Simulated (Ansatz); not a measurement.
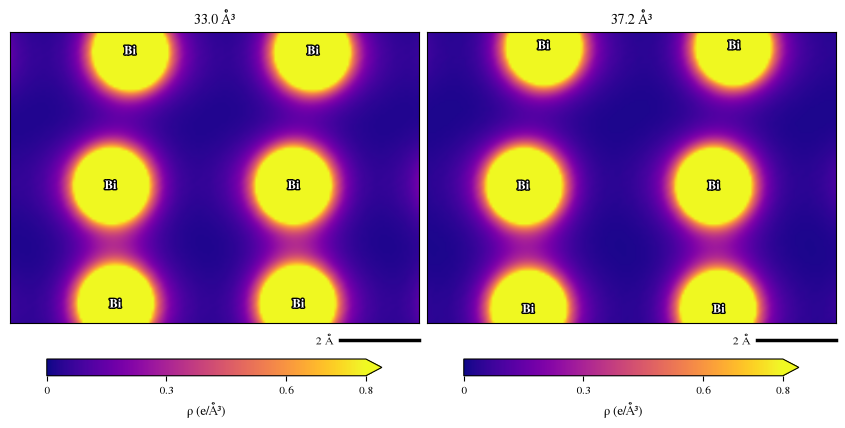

Bi. The valence charge density (pseudo) of cells scaled evenly to different volumes (given per atom above each panel), on the (011̄) plane of each (indices in the axes of the cell below), at one length scale and on one colour scale.

Method: Kohn-Sham DFT of a periodic cell, HSE06, Ansatz PAW in Ansatz.

In a PAW calculation such maps are meaningful between the atoms, not at the nuclei.

The largest cell:

```
CELL_PARAMETERS angstrom
2.31197 1.33482 4.01524
-2.31197 1.33482 4.01524
0.00000 -2.66964 4.01524
ATOMIC_POSITIONS crystal
Bi 0.76600 0.76600 0.76600
Bi 0.23400 0.23400 0.23400
```

| volume (Å³/atom) | Bi–Bi contact in the plane (Å) | ρ at its midpoint (e/Å³) | pressure (GPa) | 
| --- | --- | --- | --- |
| 32.97 | 3.001 | 0.324 | 3.9 | 
| 35.07 | 3.064 | ? | ? | 
| 37.17 | 3.124 | 0.273 | −2.3 | 

**Estimate the missing row, and compare with the calculation.**

Over the known rows ln ρ falls by 1.39 per Å of Bi–Bi distance (the line through the two), which gives 0.297 e/Å³ at 3.064 Å; the calculation gives 0.297 e/Å³. For the pressure, a straight line in volume between the neighbouring rows gives 0.8 GPa; the calculation gives 0.3, lower because pressure rises ever faster on compression.
